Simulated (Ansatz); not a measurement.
# ZrSi$_{2}$: 7 runs along one coordinate

System: ZrSi$_{2}$ (Cmcm, 6 atoms in the cell).
Method: Kohn-Sham DFT of a periodic cell, PBE, Ansatz PAW, no spin polarisation (Ansatz 0.2.0).

The 7 runs differ only in the geometry, by an even scaling of the cell at fixed fractional positions. The structure derives from an entry of the Crystallography Open Database.

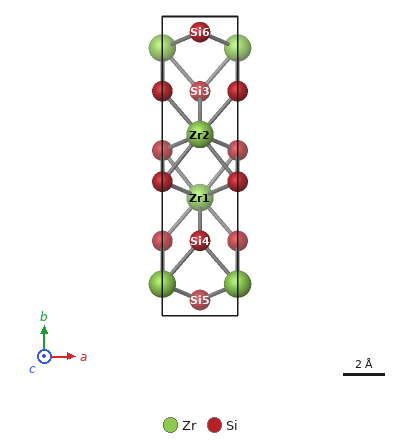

Figure 1. The structure of run 4 (ball-and-stick view of the cell 2 times as large as that of the calculation, set on its symmetry axes, along the c axis; atoms are numbered from 1 in the order of the input).

## Input of run 4
```yaml
crystal:
  lattice:
    - [1.853, -7.3675, 0.0]
    - [1.853, 7.3675, 0.0]
    - [0.0, 0.0, 3.672]
  atoms:
    - { symbol: Zr, position: [0.1054, 0.8946, 0.25] }
    - { symbol: Zr, position: [0.8946, 0.1054, 0.75] }
    - { symbol: Si, position: [0.7504, 0.2496, 0.25] }
    - { symbol: Si, position: [0.2496, 0.7504, 0.75] }
    - { symbol: Si, position: [0.4478, 0.5522, 0.25] }
    - { symbol: Si, position: [0.5522, 0.4478, 0.75] }
hamiltonian:
  xc: pbe
  pseudopotentials: { kind: paw }
kpoints:
  mp_grid: { grid: [7, 7, 7] }
scf:
  occupations: { method: fermi_dirac, width: 0.05 }
output:
  forces: true
  stress: true
  eigenvalues: true
  write_density: true
  write_potential: true
  elf: true
  volumetric_format: npy
```

Command:
```bash
ansatz run input.yaml --threads 2 --pin off --max-ram 5120MiB --backend cpu --events-out ev --progress --plain --runs-dir out
```

Run 5 differs from it as follows:
```diff
-    - [1.853, -7.3675, 0.0]
-    - [1.853, 7.3675, 0.0]
-    - [0.0, 0.0, 3.672]
+    - [1.8652718808, -7.4162928127, 0.0]
+    - [1.8652718808, 7.4162928127, 0.0]
+    - [0.0, 0.0, 3.6963185895]
```

## Results, with one run withheld

| run | volume per atom (Å³) | free energy per atom, from the lowest run given (meV) | pressure (GPa) |
| --- | --- | --- | --- |
| 1 | 15.707 | 33.36 | 10.29 |
| 2 | 16.042 | 15.59 | 6.81 |
| 3 | 16.376 | 4.70 | 3.69 |
| 4 | 16.710 | 0.00 | 0.87 |
| 5 | 17.044 | ? | ? |
| 6 | 17.378 | 6.81 | −3.98 |
| 7 | 17.713 | 17.32 | −6.06 |

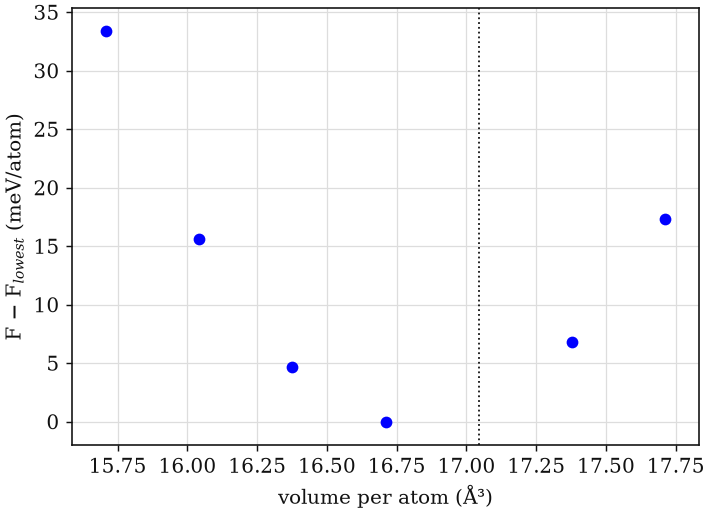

Figure 2. Free energy per atom of the runs given; the dotted line marks run 5.

Estimate the energy of run 5 from the others.

A cubic polynomial in V^(−2/3) (the Birch–Murnaghan form), fitted to the 6 runs given, misses them by at most 0.01 meV per atom. With x = V^(−2/3) − 0.15349 Å⁻², it reads F = 0.60474 + 1545.6 x + 6.6361e+05 x² + 2.0622e+05 x³ (meV per atom). At run 5 it gives 0.88 meV per atom, and the run itself gives 0.88. The slope of the fit gives a pressure −dF/dV of −1.67 GPa there, and the run prints −1.67 GPa. The fit has its minimum at 16.821 Å³ per atom, where V d²F/dV² gives 130 GPa. Cell shape and fractional positions are held, so this is the stiffness under even scaling; the relaxed bulk modulus wasn't computed.

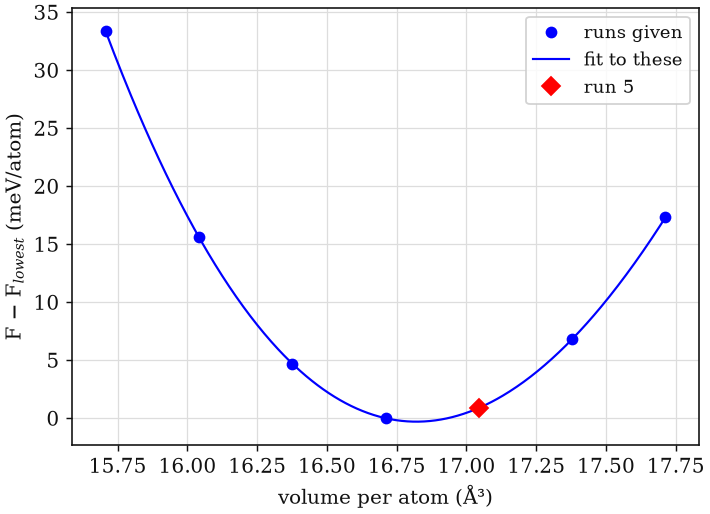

Figure 3. The fit and the withheld run.

## Output, shortened to warnings, some set-up lines, iterations and results (run 5)
```
Basis set: ecut = 420 eV, 2003 PW (Γ), FFT grids on a1+a2, a2, a3, exchange–correlation on 50×108×50 points (8 copies of the dense FFT grid, shifted against one another)
Symmetry: 8 space group operations
k-points: 64 of 343
Initial density: superposition of atomic densities (neutral atoms: chi_scale 0, normalization atom), corrected by the library's trained network
[...]
SCF iter   1: F=—  HF=-10914.893431 eV  |F-HF|=—  |Δ(HF+E_count)|=         —  Δρ=2.73e-3  dr2=7.56e-3  ethr=1.77e-3  ⟨swp⟩=6.4  Hψ=8534  notcnv=0
SCF iter   2: F=—  HF=-10914.893632 eV  |F-HF|=—  |Δ(HF+E_count)|=   2.02e-4  Δρ=1.45e-3  dr2=1.68e-3  ethr=1.89e-5  ⟨swp⟩=2.0  Hψ=2882  notcnv=0
SCF iter   3: F=—  HF=-10914.894139 eV  |F-HF|=—  |Δ(HF+E_count)|=   5.07e-4  Δρ=3.10e-4  dr2=8.74e-5  ethr=4.19e-6  ⟨swp⟩=2.5  Hψ=2438  notcnv=0
SCF iter   4: F=—  HF=-10914.894136 eV  |F-HF|=—  |Δ(HF+E_count)|=   3.67e-6  Δρ=4.73e-5  dr2=5.28e-6  ethr=2.18e-7  ⟨swp⟩=2.6  Hψ=2759  notcnv=0
SCF iter   5: F=—  HF=-10914.894135 eV  |F-HF|=—  |Δ(HF+E_count)|=   7.59e-7  Δρ=1.56e-5  dr2=3.41e-7  ethr=1.32e-8  ⟨swp⟩=2.2  Hψ=2222  notcnv=0
SCF iter   6: F=-10914.894135 eV  HF=-10914.894135 eV  |F-HF|=4.79e-9  |Δ(HF+E_count)|=   5.00e-9  Δρ=2.34e-6  dr2=1.08e-8  ethr=2.50e-10  ⟨swp⟩=9.9  Hψ=11092  notcnv=0
SCF 1 converged in 6 iterations: F = -10914.894135 eV  dr2 = 1.08e-8
SCF converged after 6 iterations
Free energy (F): -10914.894135 eV
Harris-Foulkes:  -10914.894135 eV  (|F-HF|=4.79e-9)
Internal energy: -10914.885052 eV  (E = F + TS)
E sigma→0 (E₀):  -10914.889593 eV
Entropy (-TS):   -0.009083 eV (-1.514 meV/atom)
Fermi energy:    12.348730 eV
--- Per-component energies (eV) ---
  E_band       = -135.421336
  E_kinetic    = 833.479769
  E_local      = -1545.135813  (includes V_loc(G=0)·N_el)
  E_nonlocal   = 261.061971
  E_hartree    = 530.240169
  E_xc         = -548.873679
  E_vxc        = -575.489014  (∫ρ·V_xc dr)
  E_paw        = -7958.401518  (= ΣΔE_a)
  E_vpaw       = -169.816887  (= ΣTr[D̂ρ^β])
  E_aug_tail   = 0.000074  (compensation charges beyond the density's cutoff)
  E_ewald      = -2487.256025
  E_smearing   = -0.009083  (= −TS)
  E_closure    = -0.000000  (closes the sum)
  Σ components = -10914.894135   (vs F -10914.894135, Δ=0.00e0)
--- Forces (eV/Å), atoms counted from 1 ---
  atom   1  Zr     0.00000000    -0.02348102     0.00000000
  atom   2  Zr    -0.00000000     0.02348102    -0.00000000
  atom   3  Si    -0.00000000     0.07539288     0.00000000
  atom   4  Si     0.00000000    -0.07539288    -0.00000000
  atom   5  Si     0.00000000     0.12814594    -0.00000000
  atom   6  Si    -0.00000000    -0.12814594     0.00000000
  max |Σ_I F_I| component: 2.08e-17 eV/Å
--- Stress (GPa, compression-positive) ---
       -2.359411      -0.000000       0.000000
       -0.000000      -0.864870       0.000000
        0.000000       0.000000      -1.796712
  P = ⅓ Tr σ = -1.6737 GPa (-16.737 kbar)
```
